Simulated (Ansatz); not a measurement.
```cif
data_structure
_symmetry_space_group_name_H-M 'P 1'
_symmetry_Int_Tables_number 1
_cell_length_a 4.6220
_cell_length_b 4.6220
_cell_length_c 3.0461
_cell_angle_alpha 90.000
_cell_angle_beta 90.000
_cell_angle_gamma 90.000
_cell_volume 65.07
loop_
_atom_site_label
_atom_site_type_symbol
_atom_site_fract_x
_atom_site_fract_y
_atom_site_fract_z
_atom_site_occupancy
Mg1 Mg 0.00000 0.00000 0.00000 1
Mg2 Mg 0.50000 0.50000 0.50000 1
F1 F 0.30295 0.30295 0.00000 1
F2 F 0.19705 0.80295 0.50000 1
F3 F 0.80295 0.19705 0.50000 1
F4 F 0.69705 0.69705 0.00000 1
```

Space group P4₂/mnm; started from the rutile prototype, which need not be the ambient phase.

All numbers below come from DFT, HSE06, plane waves, PAW (Ansatz 0.2.0).

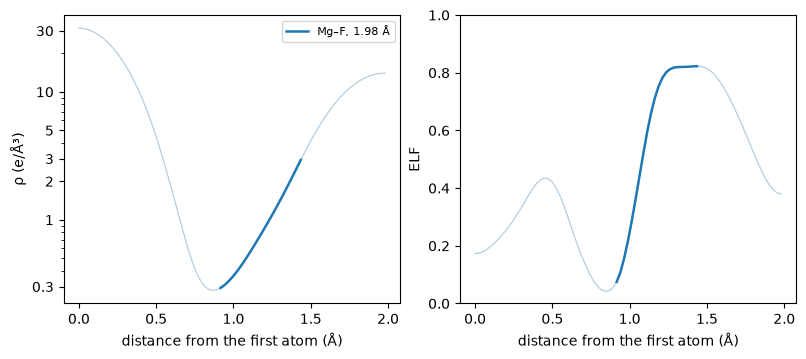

MgF2. Valence pseudo-density and electron localisation function along straight lines between neighbouring atoms. Thin, pale parts lie inside the atomic spheres.

The density is the valence pseudo-density of a PAW calculation; it isn't the true density close to the nuclei.

### What kind of bonding do the profiles show?

Mg–F (1.98 Å): the density is about 0.35 e/Å³ at the midpoint; the ELF peaks at about 0.80 in the valence shell of F, 0.5 Å from its nucleus, and is about 0.20 at the midpoint: an ionic contact with no shared pair.
